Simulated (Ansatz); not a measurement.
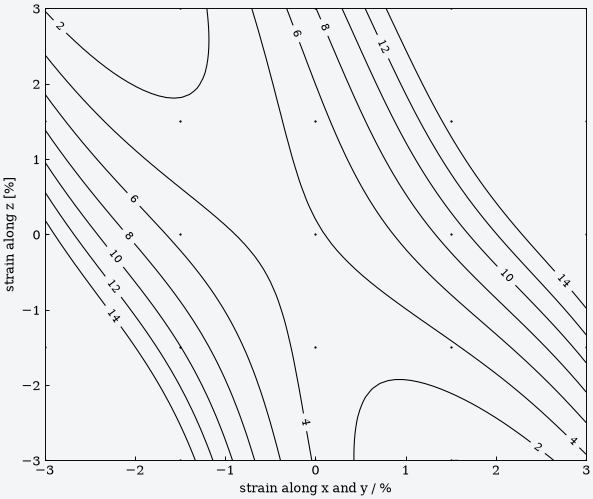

Energy landscape of Sn (Im-3m, No. 229; 1 atom in the cell). 
- The cell is strained homogeneously, by one strain along x and y and another along z, with fractional coordinates fixed (x, y and z along the cube axes).
- First axis: strain along x and y. Second axis: strain along z.
- Grid: 5 × 5 points.
- All energies are given in meV/atom relative to the lowest grid point.
- The reference cell is the one listed in the database, not relaxed at this level.
- The calculation used DFT r2SCAN, scalar-relativistic, plane waves, PAW (Ansatz). Settings: cutoff 500 eV, k-mesh 18×18×18, gaussian smearing 0.15 eV, no spin polarisation.

The picture shows contour lines labelled in meV/atom (none above 14), dots at the grid points. Between grid points the surface is interpolated. 

Summarise what can be read from the map.

The lowest grid point is at strain along x and y = 1.5 %, strain along z = −3.0 %. It lies at the edge of the scanned range, so the true minimum may lie outside. The energy also falls towards the edge at strain along x and y = −1.5 %, strain along z = 3.0 % (1.1 meV/atom above the lowest), where a further well may lie outside the range. The highest grid point, strain along x and y = 3.0 %, strain along z = 3.0 %, lies 40.3 meV/atom above the lowest.

Grid values (meV/atom):

```csv
"strain along z ↓, strain along x and y →",−3.0,−1.5,0.0,1.5,3.0
3.0,1.9,1.1,7.9,21.4,40.3
1.5,7.6,2.4,5.3,14.8,29.9
0.0,15.1,5.5,3.9,8.9,19.9
−1.5,24.8,10.1,3.3,3.7,11.1
−3.0,36.5,15.9,3.8,0.0,3.6
```
